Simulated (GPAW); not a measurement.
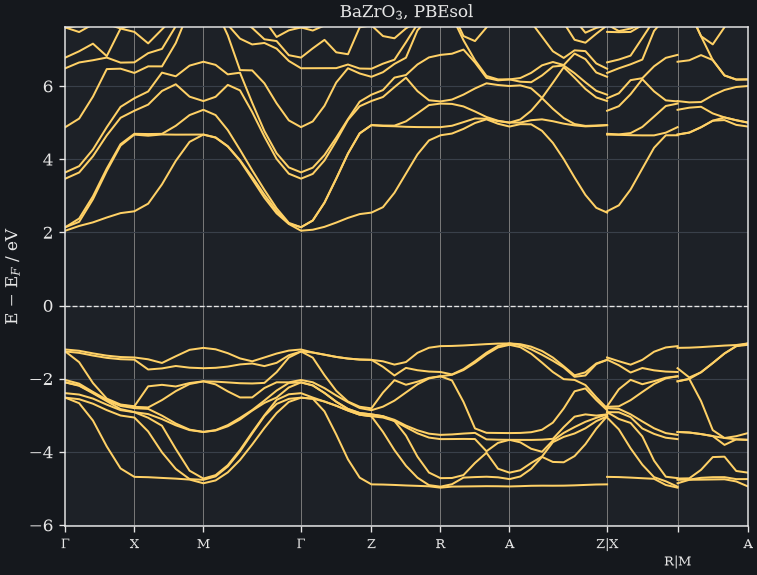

Band structure. Energies are counted from the Fermi level.

Which Bravais lattice do the labels of the path belong to?

Answer. A primitive tetragonal lattice: the path Γ–X–M–Γ–Z–R–A–Z|X–R|M–A runs through the special points of its Brillouin zone.

The material is BaZrO₃, space group P4/mmm (No. 123), 5 atoms in the cell; a = 4.191 Å, c = 4.108 Å (tetragonal axes).

Method: PBEsol, PAW data sets generated in the run's folder for this functional, no spin polarisation, no spin-orbit coupling, 6×6×6 k mesh, 800 eV cutoff, Fermi-Dirac smearing of 0.05 eV (GPAW).

Read off the fundamental gap and say whether it is direct.

Answer. A wide-gap semiconductor or insulator. The gap along this path is 3.08 eV and indirect, from the valence-band top at A to the conduction-band bottom at Γ; the smallest direct gap is 3.25 eV, at Γ. At R the top valence band lies only 0.07 eV lower.

What are the direct gaps at A, Γ and M?

Answer. The direct gaps are 5.93 eV at A, 3.25 eV at Γ and 5.83 eV at M.

The cell is under a strain of −2 % (uniaxial z). LDA, GGA and most meta-GGA functionals understate gaps.
